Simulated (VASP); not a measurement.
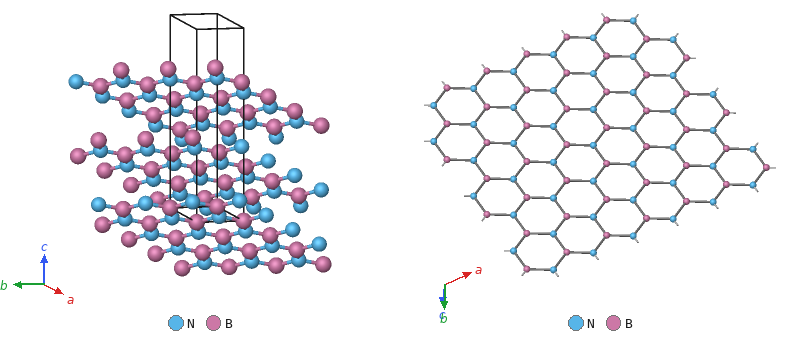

Left: the structure. Right: its underlying net. Nodes are coloured by element. One layer is drawn. Short stubs are edges that leave the cut-out.

BN (space group R3m, No. 160): coordinates from a relaxation with VASP, VASP Kohn-Sham DFT of a periodic cell, PBE, VASP PAW PBE potentials, hard.

Bonds are taken as B–N below 1.6 Å; no other contact counts. Simplification: prune 0- and 1-connected atoms, fold 2-connected ones into links.

The result is a uninodal 3-connected, two-periodic (layers) net: N and B are 3-connected nodes. It is the hcb net, known from graphene. The layers lie parallel to (001).

```json
{"node": "N and B", "links": "3", "point symbol": "6³", "coordination sequence": "3 6 9 12"}
```
